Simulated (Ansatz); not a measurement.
Input file:

```
crystal:
  lattice:
    - [0.0, 2.2489525411, 2.2264630157]
    - [2.2489525411, 0.0, 2.2264630157]
    - [2.2489525411, 2.2489525411, 0.0]
  atoms:
    - { symbol: Ga, position: [0.0, 0.0, 0.0] }
    - { symbol: "N", position: [0.25, 0.25, 0.25] }
kpoints:
  mp_grid: { grid: [10, 10, 10] }
  band_path:
    path:
      - [0.0, 0.0, 0.0]
      - [-0.5, -0.5, 0.0]
      - [-0.375, -0.375, 0.25]
      - [-0.375, 0.0, 0.375]
      - [0.0, 0.0, 0.5]
      - [-0.5, -0.25, 0.25]
    npoints: 1
hamiltonian:
  xc: r2scan
scf:
  occupations: { method: fixed }
  n_extra_bands: 8
magnetization:
  noncollinear: true
  spin_orbit: true
output:
  forces: true
  stress: true
  eigenvalues: true
  write_density: true
  write_potential: true
  elf: true
  volumetric_format: npy
```

Below, planes, directions and counts refer to the conventional cell (a = 3.18 Å, b = 3.18 Å, c = 4.45 Å, α = 90.00°, β = 90.00°, γ = 90.00°).

Space group I-4m2; started from the zincblende prototype, which need not be the ambient phase; changed on purpose from its base cell (uniaxial z strain -1.0%).

These are results of DFT, r2SCAN with spin-orbit coupling, plane waves, PAW (Ansatz), not measurements.

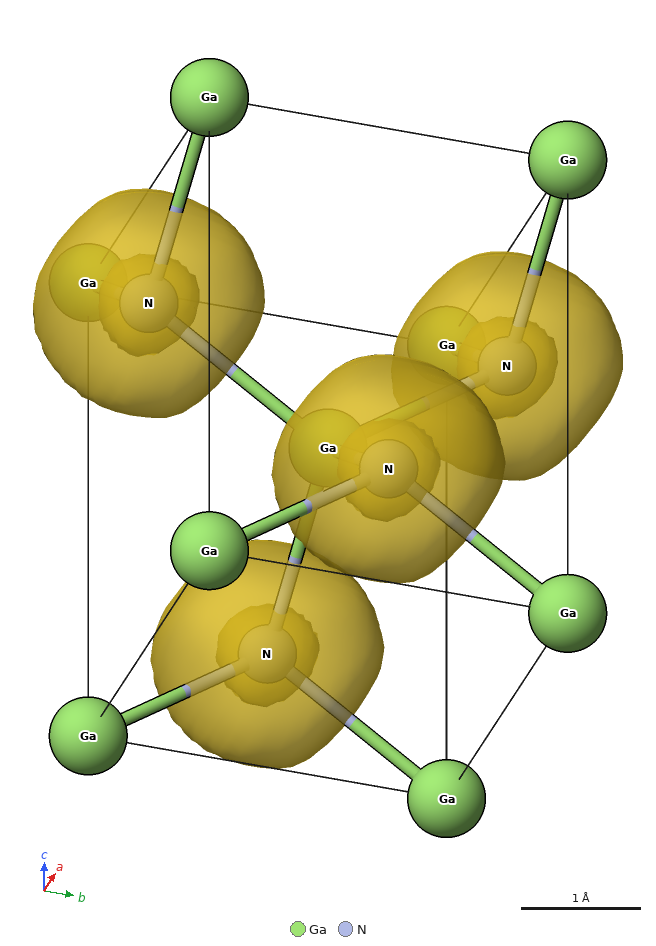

GaN. Isosurface of the ELF at 0.65 (yellow), seen at an oblique angle. Core shells and regions of very low density are left out. Sticks mark near contacts.

In a PAW calculation such maps are meaningful between the atoms, not at the nuclei.

Q: Identify the bonds, lone pairs and shells in this picture.

A: The surface consists of two regions wrapped around N (the valence shell of each), counted in one cell of 4 atoms. Regions shared between cells count once. Along the contacts the grid gives the following. Ga–N (1.94 Å): the ELF peaks at about 0.85 in the valence shell of N, 0.7 Å from its nucleus, and is about 0.50 at the midpoint.
